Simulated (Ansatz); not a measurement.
## Run report: Rh6H, single-point calculation (part 2 of 2)

The same run, continued: Rh6H (slab, 14 atoms in the cell); DFT PBE, scalar-relativistic, plane waves, PAW, PAW set soft_1, no spin polarisation (Ansatz 0.2.0); cutoff 420 eV, 6×6×1 k-mesh, Gaussian smearing of 0.1 eV. The structure derives from an entry of the Crystallography Open Database.

Geometry of the input (Å; fractional positions):
```
5.4166  0.0000  0.0000
-2.7083  4.6909  0.0000
0.0000  0.0000  22.2966
Rh 0.3333  0.1667  0.1794
Rh 0.3333  0.6667  0.1794
Rh 0.8333  0.1667  0.1794
Rh 0.8333  0.6667  0.1794
Rh 0.1667  0.3333  0.2758
Rh 0.1667  0.8333  0.2758
Rh 0.6667  0.3333  0.2758
Rh 0.6667  0.8333  0.2758
Rh 0.0000  0.0000  0.3721
Rh 0.0000  0.5000  0.3721
Rh 0.5000  0.0000  0.3721
Rh 0.5000  0.5000  0.3721
H  0.1871  0.3741  0.4066
H  0.3129  0.6259  0.4066
```

## Output, continued
```
  k-point 0: bands = ["-75.8532", "-75.7911", "-75.7744", "-75.7559", "-75.5249", "-75.4831", "-75.3641", "-75.3153", "-75.3046", "-75.2982", "-75.2874", "-75.2839", "-43.9872", "-43.9722", "-43.9687", "-43.9364", "-43.8903", "-43.8289", "-43.8109", "-43.7066", "-43.6021", "-43.5737", "-43.5598", "-43.5585", "-43.5343", "-43.4698", "-43.4676", "-43.4456", "-43.4363", "-43.4208", "-43.4086", "-43.2492", "-43.2267", "-43.1873", "-43.1486", "-43.1219", "-43.1183", "-43.1178", "-43.1128", "-43.1056", "-43.0860", "-43.0842", "-43.0839", "-43.0502", "-43.0440", "-43.0260", "-42.9962", "-42.9957", "-6.8767", "-3.9184", "-3.5901", "-2.7815", "-2.7696", "-2.7301", "-2.6413", "-2.4904", "-2.4750", "-2.4342", "-2.3100", "-2.2475", "-2.1090", "-1.9623", "-1.8283", "-1.3428", "-0.8451", "-0.6782", "-0.3347", "-0.1088", "-0.0834", "0.0377", "0.0442", "0.1167", "0.1775", "0.2132", "0.3028", "0.3125", "0.3518", "0.3554", "0.6174", "0.6288", "0.8693", "1.1886", "1.2567", "1.3162", "1.8194", "1.8209", "1.9467", "1.9499", "2.0703", "2.0806", "2.2449", "2.4730", "2.5696", "2.6085", "3.1913", "3.2139", "3.2382", "3.2462", "3.2973", "3.3040", "3.4327", "3.4369", "3.5712", "3.5916", "3.6091", "3.6707", "3.8071", "3.8585", "3.8935", "4.0384", "4.0481", "4.0484", "4.2526", "4.4634", "4.9902", "6.1231", "6.3826", "6.9048", "7.0318", "7.0473", "7.0570", "7.8059", "8.0900", "8.7215"]
  k-point 1: bands = ["-75.8487", "-75.7937", "-75.7745", "-75.7579", "-75.5235", "-75.4831", "-75.3598", "-75.3167", "-75.3046", "-75.3018", "-75.2874", "-75.2846", "-43.9675", "-43.9492", "-43.9413", "-43.9220", "-43.8821", "-43.8227", "-43.8039", "-43.7022", "-43.5854", "-43.5817", "-43.5749", "-43.5493", "-43.5255", "-43.4680", "-43.4653", "-43.4528", "-43.4283", "-43.4256", "-43.4139", "-43.2483", "-43.2451", "-43.1910", "-43.1482", "-43.1366", "-43.1364", "-43.1340", "-43.1121", "-43.1113", "-43.0873", "-43.0858", "-43.0840", "-43.0536", "-43.0475", "-43.0298", "-43.0269", "-43.0043", "-6.8115", "-3.7164", "-3.4019", "-2.6665", "-2.5836", "-2.5619", "-2.4537", "-2.3557", "-2.3330", "-2.3047", "-2.2013", "-2.1209", "-1.9740", "-1.8208", "-1.6158", "-1.2800", "-0.7540", "-0.6717", "-0.3573", "-0.1892", "-0.0910", "-0.0034", "-0.0023", "0.0815", "0.1885", "0.1912", "0.2158", "0.3399", "0.3904", "0.4208", "0.5507", "0.7378", "0.7908", "1.0509", "1.0679", "1.1748", "1.5362", "1.7377", "1.7949", "1.8085", "1.9065", "2.0063", "2.0801", "2.1347", "2.4929", "2.5815", "2.7709", "2.8684", "2.9367", "3.0292", "3.0759", "3.1473", "3.2176", "3.2360", "3.3477", "3.3762", "3.4241", "3.4564", "3.4658", "3.6372", "3.6605", "3.7372", "3.7837", "3.8088", "4.6379", "4.9292", "5.3068", "5.5562", "6.2353", "6.6176", "7.2069", "7.7927", "7.9802", "8.0092", "8.3061", "8.8946"]
  k-point 2: bands = ["-75.8370", "-75.8019", "-75.7745", "-75.7615", "-75.5207", "-75.4831", "-75.3485", "-75.3196", "-75.3123", "-75.3046", "-75.2875", "-75.2854", "-43.9267", "-43.9014", "-43.8940", "-43.8624", "-43.8433", "-43.8184", "-43.7898", "-43.6989", "-43.6333", "-43.6285", "-43.5704", "-43.5293", "-43.5020", "-43.4775", "-43.4686", "-43.4273", "-43.4174", "-43.4002", "-43.3621", "-43.3037", "-43.2476", "-43.2195", "-43.1950", "-43.1900", "-43.1801", "-43.1317", "-43.1261", "-43.1123", "-43.0915", "-43.0850", "-43.0836", "-43.0771", "-43.0566", "-43.0500", "-43.0383", "-43.0258", "-6.6792", "-3.1785", "-2.9122", "-2.4422", "-2.1886", "-2.1557", "-2.1060", "-1.9502", "-1.9202", "-1.9134", "-1.9022", "-1.7907", "-1.6578", "-1.4568", "-1.1202", "-1.0882", "-0.7011", "-0.6917", "-0.6258", "-0.4794", "-0.3455", "-0.1784", "-0.1156", "-0.0142", "0.1008", "0.2027", "0.2401", "0.4611", "0.4799", "0.5752", "0.5926", "0.6552", "0.6553", "0.7216", "0.8349", "1.1033", "1.1960", "1.3084", "1.3573", "1.5678", "1.6176", "1.6731", "1.7407", "1.7551", "1.7763", "1.8732", "1.9441", "2.3580", "2.4805", "2.5058", "2.5273", "2.6016", "2.6660", "2.7324", "2.8072", "2.8859", "3.0839", "3.2435", "3.3132", "3.4342", "3.4799", "3.5796", "3.7015", "3.7230", "4.2288", "5.4318", "5.9992", "6.2890", "6.5369", "6.7445", "6.8292", "8.4360", "8.5970", "8.7502", "8.9407", "9.2770"]
  k-point 12: bands = ["-75.8306", "-75.7979", "-75.7885", "-75.7579", "-75.5049", "-75.5004", "-75.3378", "-75.3233", "-75.3050", "-75.3039", "-75.3006", "-75.2860", "-43.8799", "-43.8526", "-43.8436", "-43.8342", "-43.8105", "-43.7909", "-43.7822", "-43.7370", "-43.6799", "-43.6370", "-43.5927", "-43.5744", "-43.5261", "-43.5165", "-43.4814", "-43.4624", "-43.3884", "-43.3557", "-43.3141", "-43.2660", "-43.2478", "-43.2197", "-43.2012", "-43.1748", "-43.1693", "-43.1515", "-43.1464", "-43.1423", "-43.0985", "-43.0957", "-43.0913", "-43.0783", "-43.0700", "-43.0605", "-43.0563", "-43.0481", "-6.4133", "-2.9085", "-2.6607", "-2.2519", "-1.9392", "-1.9273", "-1.8523", "-1.7884", "-1.6684", "-1.6588", "-1.5871", "-1.5272", "-1.3836", "-1.3640", "-1.1978", "-1.0133", "-0.9551", "-0.7871", "-0.6287", "-0.6093", "-0.4140", "-0.3942", "-0.2818", "-0.1931", "-0.0406", "0.1210", "0.2479", "0.3353", "0.4055", "0.4414", "0.5031", "0.5803", "0.6384", "0.7088", "0.8315", "0.8749", "1.0122", "1.0919", "1.1135", "1.1857", "1.2343", "1.5212", "1.6450", "1.7072", "1.7756", "1.8236", "1.8941", "1.9778", "2.0993", "2.2551", "2.3915", "2.4711", "2.5918", "2.7913", "2.8373", "2.9448", "3.1241", "3.1503", "3.2400", "3.3158", "3.3622", "3.4859", "3.5492", "3.5732", "4.4016", "4.8313", "5.1626", "5.9956", "7.0961", "7.4047", "7.6618", "8.5262", "8.8249", "9.0660", "9.5113", "9.8313"]
```

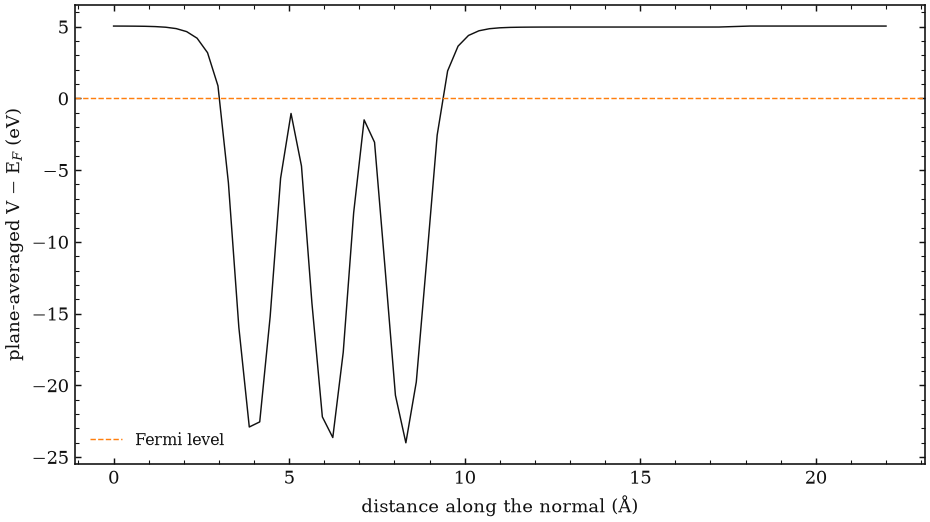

**Figure 1.** Plane average of the electrostatic potential energy of an electron across the cell, from the Fermi level. The vacuum level lies 4.98 eV above the Fermi level on the upper side and 5.04 eV on the lower.

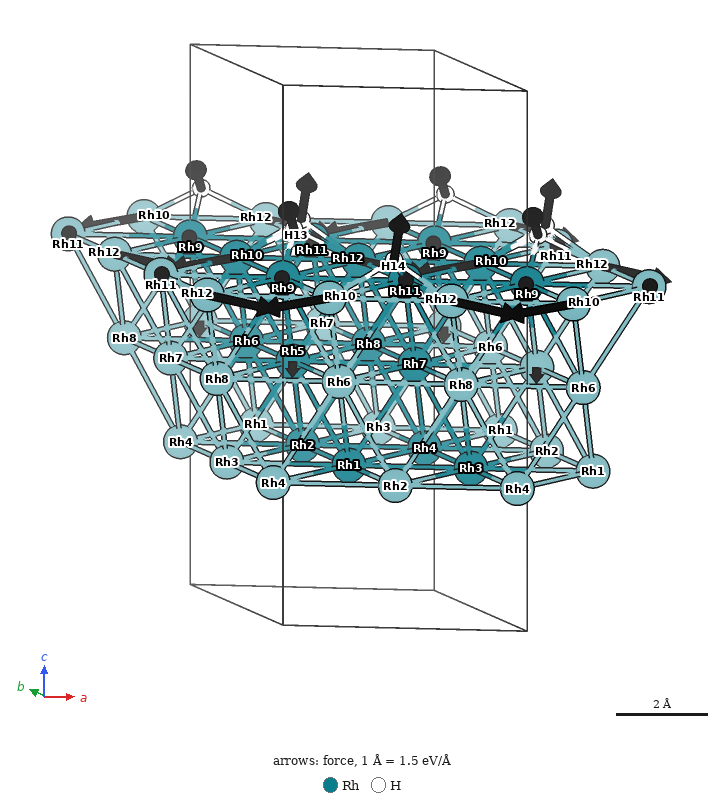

**Figure 2.** Forces on the atoms as black arrows (ball-and-stick view of the cell of the calculation, with the vacuum cut short, seen slightly off an axis; neighbours outside the cell are drawn fainter; atoms are numbered from 1 in the order of the input); the smallest are left out. The largest act on Rh10, Rh12 (2.37 eV/Å); H14 (2.20 eV/Å); H13 (2.12 eV/Å). The geometry is not a stationary point of this energy.

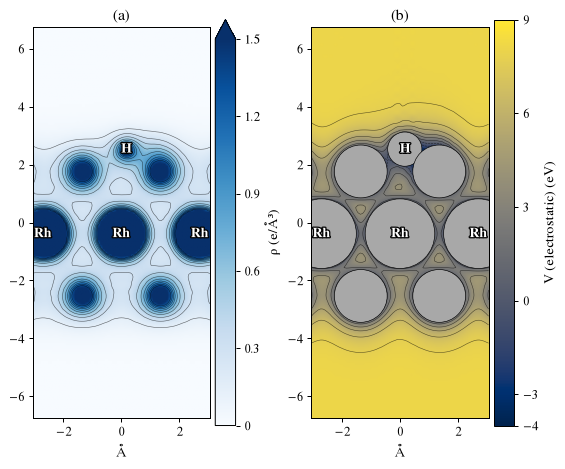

**Figure 3.** (a) valence charge density (pseudo); (b) electrostatic potential (local pseudopotential plus Hartree) felt by an electron on the (11̄0) plane of the calculation cell, a cut from vacuum to vacuum. Grey discs, where drawn, cover atomic cores. The section cuts through Rh and H sites. Rh–Rh (2.71 Å): the density is about 0.36 e/Å³ at the midpoint. The density dies away to nearly zero in the vacuum. In a PAW calculation such maps are meaningful between the atoms, not at the nuclei.

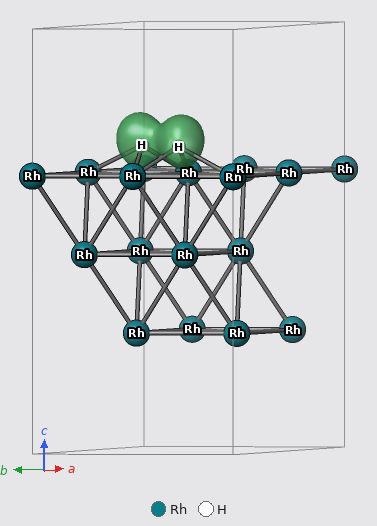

**Figure 4.** Isosurface of the electron localisation function at 0.5 (green), seen at an oblique angle. Only the valence region is drawn (cores and ρ < 0.01 e/Å³ removed). Sticks mark near contacts. Profiles from the grid: Rh–H (1.67 Å): the ELF climbs to about 0.95 towards the hydrogen, as it does in any bond to H. Rh–Rh (2.66 Å): the ELF is about 0.30 at the midpoint; no localised pair between them.

## Results in brief

- outcome: converged
- electrons treated: 206
- free energy: −76860.4440 eV
- work function, top face: 4.98 eV
- work function, bottom face: 5.04 eV
- Fermi energy: 3.085 eV
- gap on the k-point mesh: none (metallic)
- work function (upper face): 4.98 eV
- largest force (length of the vector): 2.366 eV/Å
- wall time: 68 s (CPU time 4.3 min)
- peak memory: 1.8 GiB

## Remarks

The program warns: the exchange-correlation potential is rough where the density is thin.
